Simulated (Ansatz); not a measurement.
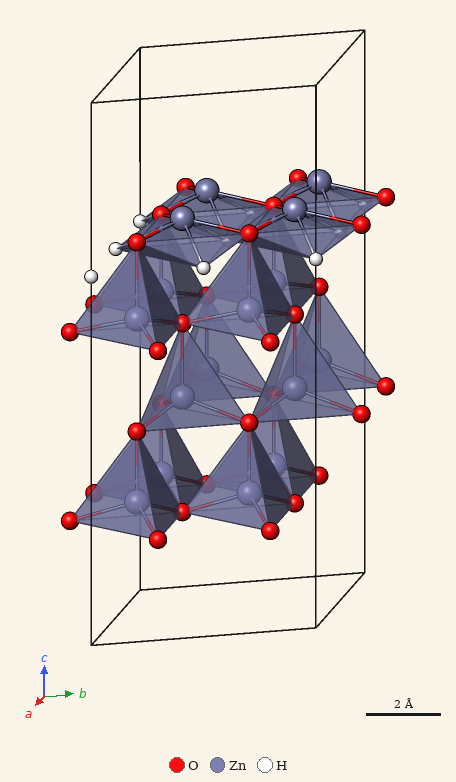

The structure as given in the input (polyhedral view of the 2 × 2 repeat of the cell, with the vacuum cut short, seen slightly off an axis; polyhedra are completed across the faces of the cell).

## Zn4HO4: geometry relaxation (part 1 of 3)

Zn4HO4 (slab, 9 atoms in the cell), computed with DFT PBEsol, scalar-relativistic, plane waves, PAW, spin-polarised (Ansatz 0.2.0).

The structure derives from an entry of the Crystallography Open Database. The input holds or restrains some coordinates. It belongs to a series of runs on one base structure; here: H put at a hollow Zn-O site.

Input file
```yaml
crystal:
  lattice:
    - [3.2300235058, 0.0, 0.0]
    - [-1.6150117529, 2.7972824109, 0.0]
    - [0.0, 0.0, 27.4527337477]
  atoms:
    - { symbol: O, position: [0.3333333333, 0.6666666667, 0.3096230808] }
    - { symbol: Zn, position: [0.6666666667, 0.3333333333, 0.3326185251] }
    - { symbol: O, position: [0.6666666667, 0.3333333333, 0.4045917157] }
    - { symbol: Zn, position: [0.3333333333, 0.6666666667, 0.4275871599] }
    - { symbol: O, position: [0.3333333333, 0.6666666667, 0.5031237802] }
    - { symbol: Zn, position: [0.6666666667, 0.3333333333, 0.5202518361] }
    - { symbol: O, position: [0.6666666667, 0.3333333333, 0.598621127] }
    - { symbol: Zn, position: [0.3333333333, 0.6666666667, 0.6107911289] }
    - { symbol: H, position: [0.0, 0.0, 0.5758219339], spin: 1.0 }
basis:
  ecutwfc: 420
kpoints:
  mp_grid: { grid: [9, 9, 1] }
hamiltonian:
  xc: pbesol
scf:
  occupations: { method: gaussian, width: 0.05 }
output:
  forces: true
  eigenvalues: true
  populations: true
  write_density: true
  write_potential: true
  elf: true
  volumetric_format: npy
magnetization:
  spin_polarized: true
relax:
  adjacent_minimum: "off"
  f_tol: 0.03
  max_steps: 70
  constraints: [{ sites: [0, 1, 2, 3] }]
efield:
  axis: 3
  dipole_correction: true
  ramp_width: 0.04
```

Machine: 2 threads of AMD EPYC (Zen 5), 32 GiB of memory available, shared host.

Command:
```bash
ansatz run input.yaml --threads 2 --pin off --max-ram 5120MiB --backend cpu --events-out ev --progress --plain --runs-dir out
```

Log
```
Engine: ansatz 0.2.0, x86_64-unknown-linux-gnu
Pseudopotentials: kind: paw
Pseudopotential: O, paw, valence charge 6, recommended cutoff 420 eV (normal), O.paw.azcp
Pseudopotential: Zn, paw, valence charge 12, recommended cutoff 420 eV (normal), Zn.paw.azcp
Pseudopotential: H, paw, valence charge 1, recommended cutoff 420 eV (normal), H.paw.azcp
Functional definition: PBEsol
  exchange = pbesol_x
  correlation = pbesol_c
Crystal: 9 atoms, lattice volume = 248.043 Å³
Basis set: ecut = 420 eV, 4939 PW (Γ), exchange–correlation on 48×48×384 points (8 copies of the dense FFT grid, shifted against one another)
Bands: 46, of which v1, the nominal top of the filled ones, is band 37 counted from 1 (36 counted from 0)
Symmetry: 6 space group operations
k-points: 12 of 81 (time reversal used)
Non-local potential: O, projectors of the file, l = 0: 2, l = 1: 2, l = 2: 1
Non-local potential: Zn, projectors of the file, l = 0: 2, l = 1: 2, l = 2: 3, l = 3: 1
Non-local potential: H, projectors of the file, l = 0: 2, l = 1: 1
PAW form: soft (Blöchl's): semilocal exchange-correlation on the pseudo side does not see the compensation charge
PAW frozen core: O, regenerated for the run's functional, and the local potential with it (the file was generated under x = pbe(κ = 0.804, μ = 0.2195149727645171), c = pbe(β = 0.06672455060314922))
PAW frozen core: Zn, regenerated for the run's functional, and the local potential with it (the file was generated under x = pbe(κ = 0.804, μ = 0.2195149727645171), c = pbe(β = 0.06672455060314922))
PAW one-centre angular grid: O, 110 points (default); XC on 64 Gauss nodes
PAW one-centre angular grid: Zn, 590 points (default); XC on 64 Gauss nodes
PAW one-centre angular grid: H, 110 points (default); XC on 64 Gauss nodes
Initial density: superposition of atomic densities (neutral atoms: chi_scale 0, normalization atom)
Starting moments: Σ|m| = 1 μB on 1 of 9 sites
Initial wavefunctions: pseudopotential atomic-orbital guess
Functional: x = pbesol(κ = 0.804, μ = 0.12345679012345678), c = pbesol(β = 0.046)
SCF iter   1: F=—  HF=-15386.362471 eV  |F-HF|=—  |Δ(HF+E_count)|=         —  Δρ=4.53e-2 (↑4.53e-2 ↓4.26e-2)  dr2=3.08e1  dr2_m=5.11e-2  M=0.679 μB ∫|m|=0.690 μB  β_m=0.30  ethr=3.10e-3  p=0.000 e·Å  D=2.07e-7 V/Å  ΔV_dip=-0.00 eV  dr2_dipole=5.60e0  V_vac-E_F(+/−)=6.65/6.65 eV  ⟨swp⟩=10.1  Hψ=5723  notcnv=0  defer=7
efield: sawtooth ramp at fractional position 0.9402 (placed from the atoms, in the widest stretch of the axis that holds none; the zero of the levels goes with the place), width 0.0400; the density the first Hamiltonian is built on has a dipole p = 0.000 e·Å; the dipole correction subtracts the counter field D = 2.07e-7 V/Å, which shifts the + side's vacuum level by -0.00 eV against the − side's; the planar-averaged density in the ramp window peaks in size at 2.8e-6 e/Å³
preconditioner: auto → Resta (q_TF=auto, 2.225 Å⁻¹)  ε∞=3.7  [insulator: Δε(μ)=0.182 eV  Ē_g=12.302 eV  σ=0.050 eV  W_gap=0.92  n_scr=18 (ndim 8)  ℏωp=20.1 eV  f_vac=0.588  D(μ)=0.65/eV (n_scr^D=6)  ε∞_Penn≈3.7  vacuum switching on, ρ_ref=1.1e-2 e/Å³]
spin=Collinear: Resta preconditioning applied to the charge; magnetization (m = ρ↑ − ρ↓) channel mixes plain (no charge-response kernel on spin).
SCF iter   2: F=—  HF=-15381.933770 eV  |F-HF|=—  |Δ(HF+E_count)|=    4.43e0  Δρ=4.01e-2 (↑3.40e-2 ↓4.01e-2)  dr2=1.23e2  dr2_m=1.83e-1  M=0.079 μB ∫|m|=0.278 μB  β_m=0.30  ethr=3.10e-3  p=0.341 e·Å  D=2.49e-1 V/Å  ΔV_dip=-6.82 eV  dr2_dipole=5.56e1  V_vac-E_F(+/−)=1.85/8.68 eV  ⟨swp⟩=4.2  Hψ=2554  notcnv=0  defer=74  κ⁻¹=1.0e0(r=1)
preconditioner: auto → LDOS  [metal: Δε(μ)=0.006 eV  Ē_g=11.485 eV  σ=0.050 eV  W_gap=0.07  n_scr=18 (ndim 8)  ℏωp=20.1 eV  f_vac=0.590  D(μ)=11.36/eV (n_scr^D=114)]
spin=Collinear: LDOS preconditioning applied to the charge; magnetization (m = ρ↑ − ρ↓) channel mixes plain (no charge-response kernel on spin).
SCF iter   3: F=—  HF=-15381.452736 eV  |F-HF|=—  |Δ(HF+E_count)|=   4.81e-1  Δρ=2.19e-2 (↑2.19e-2 ↓2.18e-2)  dr2=1.34e1  dr2_m=1.70e-2  M=0.531 μB ∫|m|=0.536 μB  β_m=0.30  ethr=3.10e-3  p=0.085 e·Å  D=6.24e-2 V/Å  ΔV_dip=-1.71 eV  dr2_dipole=4.64e0  V_vac-E_F(+/−)=5.69/7.40 eV  ⟨swp⟩=2.8  Hψ=2276  notcnv=0  defer=95  κ⁻¹=7.2e-3(r=2)
SCF iter   4: F=—  HF=-15379.758352 eV  |F-HF|=—  |Δ(HF+E_count)|=    1.69e0  Δρ=1.09e-2 (↑9.17e-3 ↓1.09e-2)  dr2=1.42e0  dr2_m=1.77e-2  M=0.650 μB ∫|m|=0.656 μB  β_m=0.30  ethr=3.10e-3  p=0.193 e·Å  D=1.41e-1 V/Å  ΔV_dip=-3.87 eV  dr2_dipole=5.85e-1  V_vac-E_F(+/−)=4.29/8.16 eV  ⟨swp⟩=2.3  Hψ=2269  notcnv=0  defer=88  κ⁻¹=1.7e-3(r=3)
SCF iter   5: F=—  HF=-15379.698433 eV  |F-HF|=—  |Δ(HF+E_count)|=   5.99e-2  Δρ=9.58e-3 (↑8.30e-3 ↓9.58e-3)  dr2=1.83e0  dr2_m=6.75e-3  M=0.451 μB ∫|m|=0.481 μB  β_m=0.30  ethr=1.95e-3  p=0.231 e·Å  D=1.69e-1 V/Å  ΔV_dip=-4.63 eV  dr2_dipole=3.39e-1  V_vac-E_F(+/−)=3.62/8.25 eV  ⟨swp⟩=2.5  Hψ=1426  notcnv=0  defer=75  κ⁻¹=1.4e-4(r=4)
SCF iter   6: F=—  HF=-15379.689202 eV  |F-HF|=—  |Δ(HF+E_count)|=   9.23e-3  Δρ=8.91e-3 (↑8.21e-3 ↓8.91e-3)  dr2=1.68e0  dr2_m=2.97e-3  M=0.448 μB ∫|m|=0.479 μB  β_m=0.30  ethr=1.95e-3  p=0.256 e·Å  D=1.87e-1 V/Å  ΔV_dip=-5.14 eV  dr2_dipole=4.27e-1  V_vac-E_F(+/−)=3.09/8.23 eV  ⟨swp⟩=2.2  Hψ=1113  notcnv=0  defer=75  κ⁻¹=3.3e-5(r=5)
SCF iter   7: F=—  HF=-15379.637168 eV  |F-HF|=—  |Δ(HF+E_count)|=   5.20e-2  Δρ=4.00e-3 (↑4.00e-3 ↓2.42e-3)  dr2=3.18e-1  dr2_m=8.40e-3  M=0.339 μB ∫|m|=0.394 μB  β_m=0.30  ethr=1.95e-3  p=0.321 e·Å  D=2.34e-1 V/Å  ΔV_dip=-6.43 eV  dr2_dipole=2.09e-4  V_vac-E_F(+/−)=1.76/8.20 eV  ⟨swp⟩=4.0  Hψ=1576  notcnv=0  defer=73  κ⁻¹=8.4e-6(r=6)
SCF iter   8: F=—  HF=-15379.626086 eV  |F-HF|=—  |Δ(HF+E_count)|=   1.11e-2  Δρ=3.46e-3 (↑3.32e-3 ↓3.46e-3)  dr2=1.17e0  dr2_m=1.51e-3  M=0.450 μB ∫|m|=0.467 μB  β_m=1.00  ethr=4.36e-4  p=0.270 e·Å  D=1.97e-1 V/Å  ΔV_dip=-5.41 eV  dr2_dipole=4.98e-1  V_vac-E_F(+/−)=2.72/8.13 eV  ⟨swp⟩=4.4  Hψ=2209  notcnv=0  defer=81  κ⁻¹=5.7e-7(r=7)
SCF iter   9: F=—  HF=-15379.631918 eV  |F-HF|=—  |Δ(HF+E_count)|=   5.83e-3  Δρ=3.47e-3 (↑3.47e-3 ↓3.32e-3)  dr2=1.21e0  dr2_m=3.69e-4  M=0.424 μB ∫|m|=0.441 μB  β_m=0.30  ethr=4.36e-4  p=0.270 e·Å  D=1.97e-1 V/Å  ΔV_dip=-5.40 eV  dr2_dipole=5.10e-1  V_vac-E_F(+/−)=2.73/8.13 eV  ⟨swp⟩=1.5  Hψ=1256  notcnv=0  defer=74  κ⁻¹=4.1e-7(r=8)
SCF iter  10: F=—  HF=-15379.617077 eV  |F-HF|=—  |Δ(HF+E_count)|=   1.48e-2  Δρ=2.01e-3 (↑2.01e-3 ↓1.88e-3)  dr2=2.38e-1  dr2_m=2.09e-3  M=0.361 μB ∫|m|=0.386 μB  β_m=1.20  ethr=4.36e-4  p=0.274 e·Å  D=2.00e-1 V/Å  ΔV_dip=-5.48 eV  dr2_dipole=1.05e-1  V_vac-E_F(+/−)=2.74/8.22 eV  ⟨swp⟩=1.3  Hψ=1050  notcnv=0  defer=74
Mixer restart at iter 10: flushing history
spin-set hold released at iteration 10 (site moments contracting): the magnetisation degrees of freedom join the quasi-Newton model from the next iteration; the mixer history was flushed
SCF iter  11: F=—  HF=-15379.623531 eV  |F-HF|=—  |Δ(HF+E_count)|=   6.45e-3  Δρ=1.73e-3 (↑1.48e-3 ↓1.73e-3)  dr2=7.66e-2  dr2_m=2.80e-3  M=0.264 μB ∫|m|=0.295 μB  β_m=0.65  ethr=3.26e-4  p=0.275 e·Å  D=2.01e-1 V/Å  ΔV_dip=-5.51 eV  dr2_dipole=3.24e-2  V_vac-E_F(+/−)=2.71/8.22 eV  ⟨swp⟩=2.0  Hψ=1131  notcnv=0  defer=74
density mixer auto → msr1: a metal under ldos (density of states about μ 0.89 of a free-electron gas's, 18 screened modes)
SCF iter  12: F=—  HF=-15379.626882 eV  |F-HF|=—  |Δ(HF+E_count)|=   3.35e-3  Δρ=1.75e-3 (↑1.31e-3 ↓1.75e-3)  dr2=1.79e-1  dr2_m=1.76e-3  M=0.223 μB ∫|m|=0.232 μB  β_m=0.42  ethr=1.05e-4  p=0.277 e·Å  D=2.02e-1 V/Å  ΔV_dip=-5.54 eV  dr2_dipole=7.80e-2  V_vac-E_F(+/−)=2.64/8.18 eV  ⟨swp⟩=2.2  Hψ=1985  notcnv=0  defer=74  recentre
SCF iter  13: F=—  HF=-15379.624685 eV  |F-HF|=—  |Δ(HF+E_count)|=   2.20e-3  Δρ=1.21e-3 (↑1.02e-3 ↓1.21e-3)  dr2=9.26e-2  dr2_m=9.58e-4  M=0.209 μB ∫|m|=0.219 μB  β_m=0.75  ethr=1.05e-4  p=0.279 e·Å  D=2.03e-1 V/Å  ΔV_dip=-5.58 eV  dr2_dipole=4.10e-2  V_vac-E_F(+/−)=2.61/8.19 eV  ⟨swp⟩=1.6  Hψ=1287  notcnv=0  defer=84
SCF iter  14: F=—  HF=-15379.624548 eV  |F-HF|=—  |Δ(HF+E_count)|=   1.37e-4  Δρ=1.70e-3 (↑8.38e-4 ↓1.70e-3)  dr2=1.41e-1  dr2_m=5.56e-4  M=0.132 μB ∫|m|=0.145 μB  β_m=0.79  ethr=1.05e-4  p=0.286 e·Å  D=2.09e-1 V/Å  ΔV_dip=-5.73 eV  dr2_dipole=5.58e-2  V_vac-E_F(+/−)=2.49/8.22 eV  ⟨swp⟩=2.1  Hψ=1186  notcnv=0  defer=81
SCF iter  15: F=—  HF=-15379.623704 eV  |F-HF|=—  |Δ(HF+E_count)|=   8.44e-4  Δρ=5.03e-4 (↑5.03e-4 ↓3.05e-4)  dr2=2.41e-3  dr2_m=1.82e-4  M=0.204 μB ∫|m|=0.215 μB  β_m=0.69  ethr=1.05e-4  p=0.285 e·Å  D=2.08e-1 V/Å  ΔV_dip=-5.71 eV  dr2_dipole=6.72e-4  V_vac-E_F(+/−)=2.49/8.20 eV  ⟨swp⟩=1.6  Hψ=1089  notcnv=0  defer=81
SCF iter  16: F=—  HF=-15379.623710 eV  |F-HF|=—  |Δ(HF+E_count)|=   6.33e-6  Δρ=5.30e-4 (↑4.18e-4 ↓5.30e-4)  dr2=3.40e-4  dr2_m=4.70e-4  M=0.221 μB ∫|m|=0.233 μB  β_m=0.85  ethr=3.30e-6  p=0.285 e·Å  D=2.08e-1 V/Å  ΔV_dip=-5.70 eV  dr2_dipole=7.22e-5  V_vac-E_F(+/−)=2.49/8.19 eV  ⟨swp⟩=2.2  Hψ=1754  notcnv=0  defer=81
SCF iter  17: F=—  HF=-15379.624377 eV  |F-HF|=—  |Δ(HF+E_count)|=   6.67e-4  Δρ=1.18e-3 (↑3.87e-4 ↓1.18e-3)  dr2=1.75e-2  dr2_m=1.31e-3  M=0.238 μB ∫|m|=0.250 μB  β_m=0.63  ethr=4.66e-7  p=0.285 e·Å  D=2.08e-1 V/Å  ΔV_dip=-5.71 eV  dr2_dipole=6.88e-3  V_vac-E_F(+/−)=2.49/8.20 eV  ⟨swp⟩=2.4  Hψ=2004  notcnv=0  defer=80  recentre
SCF iter  18: F=-15379.610689 eV  HF=-15379.624585 eV  |F-HF|=1.39e-2  |Δ(HF+E_count)|=   2.08e-4  Δρ=1.15e-3 (↑5.31e-4 ↓1.15e-3)  dr2=1.05e-2  dr2_m=1.57e-3  M=0.261 μB ∫|m|=0.273 μB  β_m=0.31  ethr=4.66e-7  p=0.285 e·Å  D=2.08e-1 V/Å  ΔV_dip=-5.71 eV  dr2_dipole=4.20e-3  V_vac-E_F(+/−)=2.49/8.19 eV  ⟨swp⟩=2.0  Hψ=1939  notcnv=0  defer=80
SCF iter  19: F=-15379.592714 eV  HF=-15379.625590 eV  |F-HF|=3.29e-2  |Δ(HF+E_count)|=   1.01e-3  Δρ=1.45e-3 (↑5.09e-4 ↓1.45e-3)  dr2=2.44e-2  dr2_m=2.13e-3  M=0.294 μB ∫|m|=0.309 μB  β_m=0.96  ethr=4.66e-7  p=0.285 e·Å  D=2.08e-1 V/Å  ΔV_dip=-5.70 eV  dr2_dipole=9.75e-3  V_vac-E_F(+/−)=2.49/8.19 eV  ⟨swp⟩=2.7  Hψ=1889  notcnv=0  defer=80  recentre
SCF iter  20: F=-15379.621124 eV  HF=-15379.625325 eV  |F-HF|=4.20e-3  |Δ(HF+E_count)|=   2.66e-4  Δρ=9.89e-4 (↑7.05e-4 ↓9.89e-4)  dr2=3.53e-3  dr2_m=1.51e-3  M=0.295 μB ∫|m|=0.310 μB  β_m=0.89  ethr=4.66e-7  p=0.284 e·Å  D=2.07e-1 V/Å  ΔV_dip=-5.69 eV  dr2_dipole=1.29e-3  V_vac-E_F(+/−)=2.49/8.18 eV  ⟨swp⟩=2.2  Hψ=1978  notcnv=0  defer=77
SCF iter  21: F=-15379.579277 eV  HF=-15379.626423 eV  |F-HF|=4.71e-2  |Δ(HF+E_count)|=   1.10e-3  Δρ=1.13e-3 (↑1.96e-4 ↓1.13e-3)  dr2=3.49e-2  dr2_m=5.84e-4  M=0.314 μB ∫|m|=0.335 μB  β_m=0.98  ethr=4.66e-7  p=0.283 e·Å  D=2.07e-1 V/Å  ΔV_dip=-5.67 eV  dr2_dipole=1.34e-2  V_vac-E_F(+/−)=2.49/8.16 eV  ⟨swp⟩=3.0  Hψ=2108  notcnv=0  defer=77  recentre
SCF iter  22: F=-15379.620761 eV  HF=-15379.626042 eV  |F-HF|=5.28e-3  |Δ(HF+E_count)|=   3.82e-4  Δρ=9.54e-4 (↑5.93e-4 ↓9.54e-4)  dr2=4.13e-3  dr2_m=1.07e-3  M=0.303 μB ∫|m|=0.319 μB  β_m=0.53  ethr=4.66e-7  p=0.283 e·Å  D=2.06e-1 V/Å  ΔV_dip=-5.67 eV  dr2_dipole=1.22e-3  V_vac-E_F(+/−)=2.51/8.18 eV  ⟨swp⟩=2.8  Hψ=2021  notcnv=0  defer=77
SCF iter  23: F=-15379.601172 eV  HF=-15379.626350 eV  |F-HF|=2.52e-2  |Δ(HF+E_count)|=   3.09e-4  Δρ=8.22e-4 (↑2.37e-4 ↓8.22e-4)  dr2=1.89e-2  dr2_m=2.50e-4  M=0.310 μB ∫|m|=0.331 μB  β_m=0.77  ethr=4.66e-7  p=0.282 e·Å  D=2.06e-1 V/Å  ΔV_dip=-5.65 eV  dr2_dipole=6.89e-3  V_vac-E_F(+/−)=2.50/8.16 eV  ⟨swp⟩=2.8  Hψ=1933  notcnv=0  defer=77  recentre
SCF iter  24: F=-15379.625459 eV  HF=-15379.626149 eV  |F-HF|=6.89e-4  |Δ(HF+E_count)|=   2.02e-4  Δρ=3.82e-4 (↑3.55e-4 ↓3.82e-4)  dr2=8.59e-4  dr2_m=1.31e-4  M=0.308 μB ∫|m|=0.326 μB  β_m=0.62  ethr=4.66e-7  p=0.282 e·Å  D=2.05e-1 V/Å  ΔV_dip=-5.64 eV  dr2_dipole=2.18e-5  V_vac-E_F(+/−)=2.52/8.16 eV  ⟨swp⟩=2.1  Hψ=1857  notcnv=0  defer=77
SCF iter  25: F=-15379.625889 eV  HF=-15379.626059 eV  |F-HF|=1.69e-4  |Δ(HF+E_count)|=   8.99e-5  Δρ=2.28e-4 (↑2.28e-4 ↓1.52e-4)  dr2=3.07e-4  dr2_m=1.99e-5  M=0.309 μB ∫|m|=0.327 μB  β_m=0.81  ethr=4.66e-7  p=0.281 e·Å  D=2.05e-1 V/Å  ΔV_dip=-5.63 eV  dr2_dipole=7.84e-6  V_vac-E_F(+/−)=2.52/8.15 eV  ⟨swp⟩=2.3  Hψ=1906  notcnv=0  defer=77
SCF iter  26: F=-15379.625868 eV  HF=-15379.626044 eV  |F-HF|=1.76e-4  |Δ(HF+E_count)|=   1.45e-5  Δρ=1.79e-4 (↑1.49e-4 ↓1.79e-4)  dr2=1.87e-4  dr2_m=3.37e-5  M=0.309 μB ∫|m|=0.330 μB  β_m=0.74  ethr=4.21e-7  p=0.281 e·Å  D=2.05e-1 V/Å  ΔV_dip=-5.64 eV  dr2_dipole=4.04e-5  V_vac-E_F(+/−)=2.51/8.15 eV  ⟨swp⟩=2.0  Hψ=1683  notcnv=0  defer=77
SCF iter  27: F=-15379.625862 eV  HF=-15379.626050 eV  |F-HF|=1.88e-4  |Δ(HF+E_count)|=   5.89e-6  Δρ=1.35e-4 (↑6.71e-5 ↓1.35e-4)  dr2=1.72e-4  dr2_m=8.30e-6  M=0.309 μB ∫|m|=0.329 μB  β_m=0.65  ethr=2.57e-7  p=0.282 e·Å  D=2.06e-1 V/Å  ΔV_dip=-5.64 eV  dr2_dipole=3.85e-5  V_vac-E_F(+/−)=2.51/8.15 eV  ⟨swp⟩=2.0  Hψ=1644  notcnv=0  defer=77
SCF iter  28: F=-15379.625701 eV  HF=-15379.626045 eV  |F-HF|=3.44e-4  |Δ(HF+E_count)|=   5.01e-6  Δρ=1.32e-4 (↑3.70e-5 ↓1.32e-4)  dr2=2.77e-4  dr2_m=9.22e-6  M=0.309 μB ∫|m|=0.329 μB  β_m=0.71  ethr=2.36e-7  p=0.282 e·Å  D=2.06e-1 V/Å  ΔV_dip=-5.65 eV  dr2_dipole=9.17e-5  V_vac-E_F(+/−)=2.51/8.15 eV  ⟨swp⟩=2.2  Hψ=1463  notcnv=0  defer=77
SCF iter  29: F=-15379.625923 eV  HF=-15379.626043 eV  |F-HF|=1.20e-4  |Δ(HF+E_count)|=   2.29e-6  Δρ=5.00e-5 (↑2.71e-5 ↓5.00e-5)  dr2=9.22e-5  dr2_m=9.27e-7  M=0.309 μB ∫|m|=0.329 μB  β_m=0.69  ethr=2.36e-7  p=0.282 e·Å  D=2.06e-1 V/Å  ΔV_dip=-5.64 eV  dr2_dipole=3.24e-5  V_vac-E_F(+/−)=2.51/8.15 eV  ⟨swp⟩=1.3  Hψ=1044  notcnv=0  defer=77
SCF iter  30: F=-15379.626036 eV  HF=-15379.626042 eV  |F-HF|=5.92e-6  |Δ(HF+E_count)|=   3.09e-7  Δρ=1.58e-5 (↑5.31e-6 ↓1.58e-5)  dr2=4.51e-6  dr2_m=9.37e-8  M=0.309 μB ∫|m|=0.329 μB  β_m=0.59  ethr=3.08e-8  p=0.282 e·Å  D=2.06e-1 V/Å  ΔV_dip=-5.64 eV  dr2_dipole=1.60e-6  V_vac-E_F(+/−)=2.51/8.15 eV  ⟨swp⟩=24.5  Hψ=12987  notcnv=0
SCF iter  31: F=-15379.626042 eV  HF=-15379.626042 eV  |F-HF|=5.88e-7  |Δ(HF+E_count)|=   9.14e-8  Δρ=7.51e-6 (↑2.21e-6 ↓7.51e-6)  dr2=5.21e-7  dr2_m=3.59e-8  M=0.309 μB ∫|m|=0.329 μB  β_m=0.52  ethr=6.18e-9  p=0.282 e·Å  D=2.06e-1 V/Å  ΔV_dip=-5.64 eV  dr2_dipole=1.82e-7  V_vac-E_F(+/−)=2.51/8.15 eV  ⟨swp⟩=12.9  Hψ=9731  notcnv=0
SCF iter  32: F=-15379.626042 eV  HF=-15379.626042 eV  |F-HF|=6.47e-8  |Δ(HF+E_count)|=   1.82e-8  Δρ=1.88e-6 (↑7.28e-7 ↓1.88e-6)  dr2=1.58e-8  dr2_m=2.60e-9  M=0.309 μB ∫|m|=0.329 μB  ethr=7.13e-10  p=0.282 e·Å  D=2.06e-1 V/Å  ΔV_dip=-5.64 eV  dr2_dipole=4.04e-9  V_vac-E_F(+/−)=2.51/8.15 eV  ⟨swp⟩=11.8  Hψ=8794  notcnv=0
at 5 of the mixer's solves, the last at iteration 22, it left a direction of its history that read negative out of its fit and stepped the other way along it
SCF 1 converged in 32 iterations: F = -15379.626042 eV  dr2 = 1.58e-8
  greatest PAW one-centre occupation: 0.988 electrons in one spin orbital (limit 2), on the Zn atom at site 3 (counted from 0), in its partial waves of l = 2
relax step   1: F+E_penalty+E_count = -15379.62604241 eV  Δ(F+E_penalty+E_count) = +0.000e0 eV  max|allowed force component| = 1.494e0 eV/Å  Δτ_max = 0.0000 Å  (32 SCF iters, dr2 threshold 2.25e-5 eV, accepted)
Initial density: handed on by an earlier stage of this run
Starting moments: Σ|m| = 1 μB on 1 of 9 sites; this step starts from the density that it was given
Initial wavefunctions: those handed on with the density
```
